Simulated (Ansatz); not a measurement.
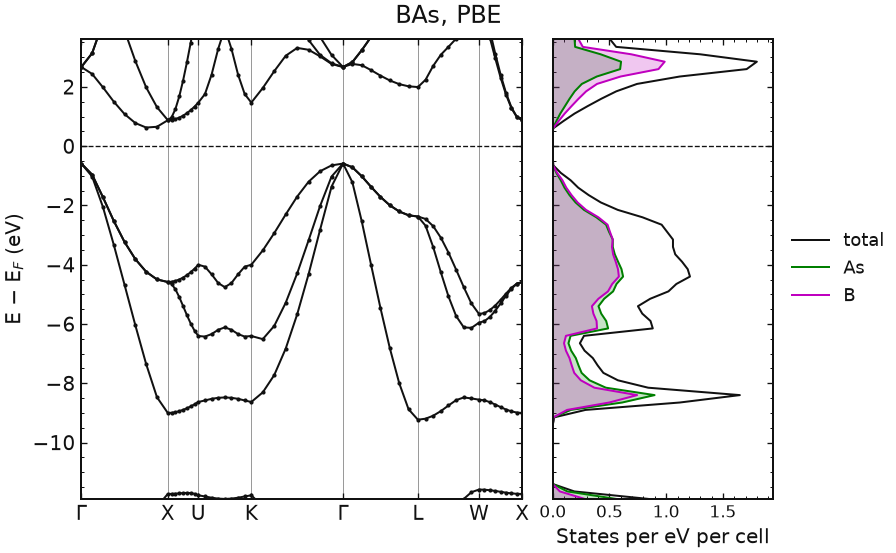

Band structure and density of states. Energies are counted from the Fermi level. The path runs straight from each named point to the next. The partial curves are projected on Löwdin-orthogonalised atomic shells.

**Which Bravais lattice do the labels of the path belong to?**

A face-centred cubic lattice: the path Γ–X–U–K–Γ–L–W–X runs through the special points of its Brillouin zone.

The material is BAs, space group F-43m, 2 atoms in the cell.

Ansatz 0.2.0; DFT with PBE, PAW plane waves, no spin polarisation, 9×9×9 k mesh, 420 eV cutoff.

**Is there a gap? Give its size, its kind and where the band edges lie.**

The bands leave a gap. The gap along this path is 1.21 eV and indirect, from the valence-band top at Γ to the conduction-band bottom between Γ and X; the smallest direct gap is 3.26 eV, at Γ.

**How wide is the upper valence band?**

The upper group of valence states starts about 8.6 eV under the valence-band top (which lies at −0.6 eV on this axis), with a gap beneath it; it holds about 6 electrons a cell.

**Which states form the band edges?**

By projected weight, the top eV of the valence band is B (55 %) and As (45 %); the bottom eV of the conduction band is B (60 %) and As (40 %).

**What are the direct gaps at X, K and L?**

The direct gaps are 5.46 eV at X, 5.47 eV at K and 4.37 eV at L.
